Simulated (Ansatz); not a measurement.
## Geometry relaxation, with input and output: Cu (part 2 of 2)

The same run, continued: Cu (slab, 4 atoms in the cell); DFT PBEsol, scalar-relativistic, plane waves, PAW, no spin polarisation (Ansatz 0.2.0); cutoff 420 eV, 12×12×1 k-mesh, Gaussian smearing of 0.1 eV. The structure derives from an entry of the Crystallography Open Database. The input holds or restrains some coordinates. Forces given for the steps count only the free coordinates. It belongs to a series of runs on one base structure; here: clean slab, lower half held.

Geometry of the input (Å; fractional positions):
```
2.5197  0.0000  0.0000
-1.2598  2.1821  0.0000
0.0000  0.0000  23.1719
Cu 0.6667  0.3333  0.3668
Cu 0.3333  0.6667  0.4556
Cu 0.0000  0.0000  0.5444
Cu 0.6667  0.3333  0.6332
```

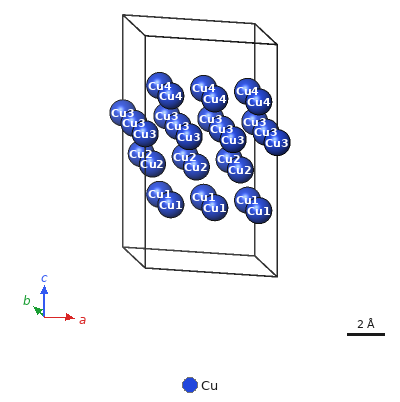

**Figure 1.** The geometry at step 1 of the log (spheres-only view of the 3 × 2 repeat of the cell, with the vacuum cut short, seen slightly off an axis; atoms are numbered from 1 in the order of the input).

### What the program printed, continued
```
SCF iter   1: F=—  HF=-26353.967927 eV  |F-HF|=—  |Δ(HF+E_count)|=         —  Δρ=1.84e-3  dr2=2.29e-3  ethr=3.23e-6  p=0.000 e·Å  D=7.10e-7 V/Å  ΔV_dip=-0.00 eV  dr2_dipole=5.25e-5  V_vac-E_F(+/−)=4.95/4.95 eV  ⟨swp⟩=2.5  Hψ=2777  notcnv=0  defer=39
efield: sawtooth ramp at fractional position 0.9800 (handed on by an earlier solve), width 0.0400; the density the first Hamiltonian is built on has a dipole p = 0.000 e·Å; the dipole correction subtracts the counter field D = 7.10e-7 V/Å, which shifts the + side's vacuum level by -0.00 eV against the − side's; the planar-averaged density in the ramp window peaks in size at 2.1e-5 e/Å³
preconditioner: auto → LDOS  [metal: Δε(μ)=0.034 eV  Ē_g=8.767 eV  σ=0.100 eV  W_gap=0.18  n_scr=18 (ndim 8)  ℏωp=21.8 eV  f_vac=0.602  D(μ)=1.73/eV (n_scr^D=10)  β→1.0]
SCF iter   2: F=—  HF=-26353.967322 eV  |F-HF|=—  |Δ(HF+E_count)|=   6.04e-4  Δρ=1.19e-3  dr2=2.10e-3  ethr=3.02e-6  p=-0.001 e·Å  D=-8.98e-4 V/Å  ΔV_dip=0.02 eV  dr2_dipole=3.28e-4  V_vac-E_F(+/−)=4.97/4.95 eV  ⟨swp⟩=2.0  Hψ=1467  notcnv=0  defer=39
SCF iter   3: F=—  HF=-26353.967213 eV  |F-HF|=—  |Δ(HF+E_count)|=   1.09e-4  Δρ=1.21e-3  dr2=1.02e-3  ethr=2.76e-6  p=0.000 e·Å  D=6.53e-4 V/Å  ΔV_dip=-0.02 eV  dr2_dipole=2.08e-6  V_vac-E_F(+/−)=4.94/4.95 eV  ⟨swp⟩=2.0  Hψ=1552  notcnv=0  defer=39
SCF iter   4: F=—  HF=-26353.966989 eV  |F-HF|=—  |Δ(HF+E_count)|=   2.25e-4  Δρ=2.11e-4  dr2=5.28e-5  ethr=1.35e-6  p=0.000 e·Å  D=4.37e-4 V/Å  ΔV_dip=-0.01 eV  dr2_dipole=6.54e-6  V_vac-E_F(+/−)=4.94/4.95 eV  ⟨swp⟩=2.0  Hψ=1203  notcnv=0  defer=39
SCF iter   5: F=—  HF=-26353.966985 eV  |F-HF|=—  |Δ(HF+E_count)|=   3.23e-6  Δρ=1.11e-4  dr2=9.68e-6  ethr=6.94e-8  p=0.000 e·Å  D=2.58e-4 V/Å  ΔV_dip=-0.01 eV  dr2_dipole=6.08e-7  V_vac-E_F(+/−)=4.95/4.95 eV  ⟨swp⟩=2.1  Hψ=1293  notcnv=0  defer=39
SCF iter   6: F=—  HF=-26353.966984 eV  |F-HF|=—  |Δ(HF+E_count)|=   1.22e-6  Δρ=2.35e-5  dr2=6.66e-7  ethr=1.27e-8  p=0.000 e·Å  D=2.28e-4 V/Å  ΔV_dip=-0.01 eV  dr2_dipole=2.75e-8  V_vac-E_F(+/−)=4.95/4.96 eV  ⟨swp⟩=2.0  Hψ=1223  notcnv=0  defer=39
SCF iter   7: F=—  HF=-26353.966985 eV  |F-HF|=—  |Δ(HF+E_count)|=   1.07e-6  Δρ=9.25e-6  dr2=1.17e-7  ethr=8.76e-10  p=0.000 e·Å  D=2.18e-4 V/Å  ΔV_dip=-0.01 eV  dr2_dipole=7.32e-9  V_vac-E_F(+/−)=4.95/4.96 eV  ⟨swp⟩=2.0  Hψ=1308  notcnv=0  defer=39
iter 8 did not close the SCF: its close was put off until two iterations running show no level that it waits for move by more than its bar (scf_convergence_deferred on its scf_iter line)
SCF iter   8: F=-26353.966985 eV  HF=-26353.966985 eV  |F-HF|=9.28e-10  |Δ(HF+E_count)|=   2.37e-7  Δρ=6.54e-6  dr2=4.31e-8  ethr=1.32e-10  p=0.000 e·Å  D=2.14e-4 V/Å  ΔV_dip=-0.00 eV  dr2_dipole=3.62e-9  V_vac-E_F(+/−)=4.95/4.96 eV  ⟨swp⟩=17.0  Hψ=7094  notcnv=0
SCF iter   9: F=-26353.966986 eV  HF=-26353.966985 eV  |F-HF|=3.25e-8  |Δ(HF+E_count)|=   8.43e-9  Δρ=1.52e-6  dr2=3.22e-9  ethr=5.67e-11  p=0.000 e·Å  D=2.11e-4 V/Å  ΔV_dip=-0.00 eV  dr2_dipole=2.87e-10  V_vac-E_F(+/−)=4.95/4.96 eV  ⟨swp⟩=9.4  Hψ=6301  notcnv=0
SCF 2 converged in 9 iterations: F = -26353.966986 eV  dr2 = 3.22e-9
relax step   2: F+E_penalty+E_count = -26353.96698550 eV  Δ(F+E_penalty+E_count) = -1.998e-3 eV  max|allowed force component| = 7.569e-2 eV/Å  Δτ_max = 0.0205 Å  (9 SCF iters, accepted)
SCF iter   1: F=—  HF=-26353.970878 eV  |F-HF|=—  |Δ(HF+E_count)|=         —  Δρ=3.07e-3  dr2=7.20e-3  ethr=7.98e-5  p=0.000 e·Å  D=2.11e-4 V/Å  ΔV_dip=-0.00 eV  dr2_dipole=4.07e-4  V_vac-E_F(+/−)=4.95/4.96 eV  ⟨swp⟩=4.1  Hψ=1906  notcnv=0  defer=41
efield: sawtooth ramp at fractional position 0.9800 (handed on by an earlier solve), width 0.0400; the density the first Hamiltonian is built on has a dipole p = 0.000 e·Å; the dipole correction subtracts the counter field D = 2.11e-4 V/Å, which shifts the + side's vacuum level by -0.00 eV against the − side's; the planar-averaged density in the ramp window peaks in size at 1.3e-5 e/Å³
preconditioner: auto → LDOS  [metal: Δε(μ)=0.059 eV  Ē_g=8.788 eV  σ=0.100 eV  W_gap=0.32  n_scr=18 (ndim 8)  ℏωp=21.8 eV  f_vac=0.603  D(μ)=1.61/eV (n_scr^D=10)  β→1.0]
SCF iter   2: F=—  HF=-26353.969112 eV  |F-HF|=—  |Δ(HF+E_count)|=   1.77e-3  Δρ=2.09e-3  dr2=5.23e-3  ethr=9.47e-6  p=-0.001 e·Å  D=-8.99e-4 V/Å  ΔV_dip=0.02 eV  dr2_dipole=3.96e-4  V_vac-E_F(+/−)=4.98/4.96 eV  ⟨swp⟩=2.1  Hψ=1643  notcnv=0  defer=41
SCF iter   3: F=—  HF=-26353.969022 eV  |F-HF|=—  |Δ(HF+E_count)|=   8.99e-5  Δρ=2.28e-3  dr2=3.72e-3  ethr=6.88e-6  p=0.001 e·Å  D=1.59e-3 V/Å  ΔV_dip=-0.04 eV  dr2_dipole=3.26e-5  V_vac-E_F(+/−)=4.92/4.95 eV  ⟨swp⟩=2.1  Hψ=1555  notcnv=0  defer=41
SCF iter   4: F=—  HF=-26353.968264 eV  |F-HF|=—  |Δ(HF+E_count)|=   7.58e-4  Δρ=5.77e-4  dr2=3.43e-4  ethr=4.90e-6  p=0.001 e·Å  D=1.15e-3 V/Å  ΔV_dip=-0.03 eV  dr2_dipole=3.12e-5  V_vac-E_F(+/−)=4.93/4.95 eV  ⟨swp⟩=2.0  Hψ=1192  notcnv=0  defer=41
SCF iter   5: F=—  HF=-26353.968203 eV  |F-HF|=—  |Δ(HF+E_count)|=   6.10e-5  Δρ=2.69e-4  dr2=5.67e-5  ethr=4.52e-7  p=0.001 e·Å  D=7.55e-4 V/Å  ΔV_dip=-0.02 eV  dr2_dipole=3.22e-6  V_vac-E_F(+/−)=4.94/4.95 eV  ⟨swp⟩=2.0  Hψ=1240  notcnv=0  defer=41
SCF iter   6: F=—  HF=-26353.968190 eV  |F-HF|=—  |Δ(HF+E_count)|=   1.28e-5  Δρ=4.67e-5  dr2=2.64e-6  ethr=7.46e-8  p=0.000 e·Å  D=6.50e-4 V/Å  ΔV_dip=-0.02 eV  dr2_dipole=3.49e-7  V_vac-E_F(+/−)=4.94/4.95 eV  ⟨swp⟩=2.0  Hψ=1465  notcnv=0  defer=41
SCF iter   7: F=—  HF=-26353.968192 eV  |F-HF|=—  |Δ(HF+E_count)|=   2.00e-6  Δρ=2.04e-5  dr2=5.44e-7  ethr=3.48e-9  p=0.000 e·Å  D=6.07e-4 V/Å  ΔV_dip=-0.01 eV  dr2_dipole=8.62e-8  V_vac-E_F(+/−)=4.94/4.95 eV  ⟨swp⟩=2.4  Hψ=1478  notcnv=0  defer=41
SCF iter   8: F=—  HF=-26353.968193 eV  |F-HF|=—  |Δ(HF+E_count)|=   3.17e-7  Δρ=1.53e-5  dr2=2.68e-7  ethr=7.16e-10  p=0.000 e·Å  D=5.89e-4 V/Å  ΔV_dip=-0.01 eV  dr2_dipole=3.91e-8  V_vac-E_F(+/−)=4.94/4.95 eV  ⟨swp⟩=2.0  Hψ=1220  notcnv=0  defer=41
SCF iter   9: F=-26353.968193 eV  HF=-26353.968193 eV  |F-HF|=5.93e-8  |Δ(HF+E_count)|=   3.34e-8  Δρ=5.08e-6  dr2=3.75e-8  ethr=1.32e-10  p=0.000 e·Å  D=5.81e-4 V/Å  ΔV_dip=-0.01 eV  dr2_dipole=5.33e-9  V_vac-E_F(+/−)=4.94/4.95 eV  ⟨swp⟩=16.7  Hψ=7484  notcnv=0
SCF 3 converged in 9 iterations: F = -26353.968193 eV  dr2 = 3.75e-8
relax step   3: F+E_penalty+E_count = -26353.96819266 eV  Δ(F+E_penalty+E_count) = -1.207e-3 eV  max|allowed force component| = 4.015e-3 eV/Å  Δτ_max = 0.0338 Å  (9 SCF iters, accepted)
WARN: The output density's exchange-correlation potential varies sharply where the density is thin. Do not read a vacuum level from v_tot or v_xc, or from such a field of the output density. On a cell that repeats whose density bears no net charge and no dipole along the vacuum's axis use v_es (v_loc + v_h of the components); under efield.dipole_correction with no amplitude use v_es + v_field, which holds any external_charges[].barrier, or the levels of the report's work_function block, which leave it out; under a non-zero efield.amplitude the vacuum is tilted and has no level; on a cell that repeats and bears such a dipole with no correction it is tilted too, and efield.dipole_correction with no amplitude gives each side of its ramp a level where efield: is served; in a cell that repeats whose density bears a net charge (total_charge, or a fill off its count) it is curved and has none; of a slab under crystal.periodic whose density bears no net charge use v_es, which has a level on each side, short of where the two are joined; of another it falls or rises all the way out and has none; of a slab beside external_charges read slab_vacuum_level instead, which it has where they leave it neutral. The grid or the basis barely resolves most such structure, and the values can differ between equally converged runs; as a rule a tighter scf.convergence.dr2_threshold does not remove it. Where the density itself ripples (under the LDA too) a higher basis.ecutwfc lessens it. The files hold the spikes' plane waves up to the density's cutoff. Files: v_tot_of_output_density and the like, and their columns of v_z.tsv (output.write_potential); v_xc_of_output_density and the like, and their columns of v_comp_z.tsv (output.write_potential_components). Measured: with its Gaussian average of σ = 0.25 Å subtracted twice, the exchange-correlation potential is over 0.1 eV at 7 of the grid points where the equally averaged density (valence and model cores) is under 1e-3 e/Å³, and 0.229 eV at the most among them, at an averaged density of 6.6e-9 e/Å³. The input density's (outcome.potential() and, of a run that writes arrays, v_tot and v_xc) is over 0.1 eV, so measured, at 713 points of its own thin density, 0.209 eV at the most. See output.write_potential in the manual, Limitations
SCF converged after 9 iterations
Free energy (F): -26353.968193 eV
Harris-Foulkes:  -26353.968193 eV  (|F-HF|=5.93e-8)
Internal energy: -26353.960051 eV  (E = F + TS)
E sigma→0 (E₀):  -26353.964122 eV
Entropy (-TS):   -0.008141 eV (-2.035 meV/atom)
Fermi energy:    3.060925 eV
Dipole field:    D = 0.000458 V/Å  (p = 0.000322 e·Å, saw-weighted, corrected)
Work function:   Φ+ = 4.9419 eV   Φ− = 4.9526 eV
Levels:          The Fermi level and band energies are counted from a zero that moves with the ramp; work functions are not
--- Per-component energies (eV) ---
  E_band       = -2465.016415
  E_kinetic    = 1201.166114
  E_local      = -174177.388215  (includes V_loc(G=0)·N_el)
  E_nonlocal   = 1569.008672
  E_hartree    = 85602.181593
  E_xc         = -354.935171
  E_vxc        = -459.973696  (∫ρ·V_xc dr)
  E_paw        = -6507.761860  (= ΣΔE_a)
  E_vpaw       = -1802.186583  (= ΣTr[D̂ρ^β])
  E_aug_tail   = 0.000916  (compensation charges beyond the density's cutoff)
  E_efield     = 0.000000  (sawtooth field / dipole correction)
  E_vefield    = 0.000700  (∫n·V_field dr)
  E_ewald      = 66312.943091
  E_core_change = 0.824809  (= ΣΔE_core)
  E_smearing   = -0.008141  (= −TS)
  E_closure    = -0.000000  (closes the sum)
  Σ components = -26353.968193   (vs F -26353.968193, Δ=0.00e0)
--- Forces (eV/Å), atoms counted from 1 ---
  atom   1  Cu    -0.00000000    -0.00000000     0.11366271
  atom   2  Cu    -0.00000000    -0.00000000    -0.11747385
  atom   3  Cu     0.00000000     0.00000000    -0.00021594
  atom   4  Cu     0.00000000     0.00000000     0.00401498
  max |Σ_I F_I| component: 1.21e-5 eV/Å
--- Band table (eV; the first three rows and the last of 19) ---
  k-point 0: bands = ["-109.2283", "-109.2117", "-108.9742", "-108.9583", "-66.8005", "-66.7286", "-66.6911", "-66.6911", "-66.6750", "-66.6750", "-66.4801", "-66.4801", "-66.4663", "-66.4663", "-66.4358", "-66.4159", "-6.2259", "-4.8705", "-3.1452", "-2.2863", "-0.0740", "-0.0349", "0.0267", "0.0267", "0.0756", "0.0756", "0.2630", "0.2921", "0.2921", "0.3479", "0.3479", "0.9161", "0.9161", "1.0594", "1.0594", "1.3697", "1.3697", "1.5310", "1.5310", "1.8301", "2.7937", "7.5577", "7.7321", "8.7135", "9.0735", "10.8093"]
  k-point 1: bands = ["-109.2275", "-109.2110", "-108.9734", "-108.9575", "-66.7987", "-66.7296", "-66.6968", "-66.6929", "-66.6815", "-66.6765", "-66.4866", "-66.4818", "-66.4728", "-66.4679", "-66.4351", "-66.4153", "-5.9972", "-4.6520", "-2.9442", "-2.1253", "-0.1784", "-0.1473", "-0.0473", "0.1095", "0.1258", "0.1357", "0.1838", "0.2339", "0.3553", "0.3636", "0.4248", "0.8654", "0.8754", "1.0240", "1.0690", "1.1327", "1.3389", "1.3673", "1.5349", "2.3040", "3.3873", "7.7417", "7.9526", "8.9315", "9.2561", "11.0119"]
  k-point 2: bands = ["-109.2251", "-109.2092", "-108.9714", "-108.9554", "-66.7939", "-66.7346", "-66.7107", "-66.6988", "-66.6979", "-66.6806", "-66.5043", "-66.4905", "-66.4862", "-66.4724", "-66.4333", "-66.4134", "-5.3303", "-4.0269", "-2.3984", "-1.7035", "-0.4678", "-0.3211", "-0.2400", "0.0719", "0.1018", "0.1372", "0.2591", "0.3414", "0.3476", "0.5404", "0.6345", "0.6561", "0.7777", "0.8617", "0.9969", "1.0776", "1.3603", "1.5442", "1.6083", "3.0795", "4.5664", "8.2901", "8.6139", "9.5853", "9.8184", "11.6273"]
  k-point 18: bands = ["-109.2139", "-109.2004", "-108.9615", "-108.9455", "-66.7731", "-66.7713", "-66.7650", "-66.7410", "-66.7314", "-66.7276", "-66.5486", "-66.5473", "-66.5348", "-66.5338", "-66.4251", "-66.4048", "-1.0658", "-1.0424", "-1.0224", "-0.9299", "-0.8720", "-0.7642", "-0.6071", "-0.1889", "-0.1762", "0.2228", "0.2352", "0.2829", "0.2990", "0.7780", "0.9423", "0.9545", "1.3186", "1.4367", "1.4372", "1.4451", "6.5993", "6.8564", "6.8717", "7.6638", "7.6806", "8.5058", "9.5726", "9.5977", "10.8771", "11.6770"]
--- Relaxed structure (3 steps of the walk, 3 accepted, 0 SCFs on fresh bases) ---
  F+E_penalty+E_count = -26353.96819266 eV   max|allowed force component| = 4.015e-3 eV/Å
  atoms:
    - { symbol: Cu, position: [0.6666666666666667, 0.33333333333333337, 0.36682295450000013] }
    - { symbol: Cu, position: [0.33333333333333337, 0.6666666666666669, 0.4556076515000001] }
    - { symbol: Cu, position: [-2.3896718737640167e-17, -1.8887253271119336e-17, 0.5432654076372191] }
    - { symbol: Cu, position: [0.6666666666666667, 0.33333333333333337, 0.6308302461860159] }
```

### Trajectory as extended XYZ (Å, eV, eV/Å), 3 frames, from step=1 to step=3
```
4
Lattice="2.5197 0.0000 0.0000 -1.2598 2.1821 0.0000 0.0000 0.0000 23.1719" Properties=species:S:1:pos:R:3:forces:R:3 step=1 energy=-26353.96499
Cu    1.2598    0.7274    8.5000    0.0000   0.0000   0.1182
Cu    0.0000    1.4547   10.5573    0.0000   0.0000   0.0010
Cu    0.0000    0.0000   12.6146    0.0000   0.0000  -0.0010
Cu    1.2598    0.7274   14.6719    0.0000   0.0000  -0.1182
4
Lattice="2.5197 0.0000 0.0000 -1.2598 2.1821 0.0000 0.0000 0.0000 23.1719" Properties=species:S:1:pos:R:3:forces:R:3 step=2 energy=-26353.96699
Cu    1.2598    0.7274    8.5000    0.0000   0.0000   0.1169
Cu    0.0000    1.4547   10.5573    0.0000   0.0000  -0.0440
Cu    0.0000    0.0000   12.6044    0.0000   0.0000   0.0028
Cu    1.2598    0.7274   14.6514    0.0000   0.0000  -0.0757
4
Lattice="2.5197 0.0000 0.0000 -1.2598 2.1821 0.0000 0.0000 0.0000 23.1719" Properties=species:S:1:pos:R:3:forces:R:3 step=3 energy=-26353.96819
Cu    1.2598    0.7274    8.5000    0.0000   0.0000   0.1137
Cu    0.0000    1.4547   10.5573    0.0000   0.0000  -0.1175
Cu    0.0000    0.0000   12.5885    0.0000   0.0000  -0.0002
Cu    1.2598    0.7274   14.6176    0.0000   0.0000   0.0040
```

### Key numbers

| quantity | value |
| --- | --- |
| outcome | converged under the restraints of the input |
| electrons treated | 76 |
| free energy | −26353.9682 eV |
| work function, top face | 4.94 eV |
| work function, bottom face | 4.95 eV |
| Fermi energy | 3.061 eV |
| gap on the k-point mesh | none (metallic) |
| final volume | 127.40 Å³ |
| work function (upper face) | 4.94 eV |
| largest force (length of the vector) at the end, held atoms and coordinates included | 0.117 eV/Å |
| hardware | 1 thread of Arm Neoverse V2, 24 GiB of memory available, shared host |
| wall time | 36 s |
| peak memory | 0.38 GiB |

### Notes

Warnings of the run: the exchange-correlation potential is rough where the density is thin.
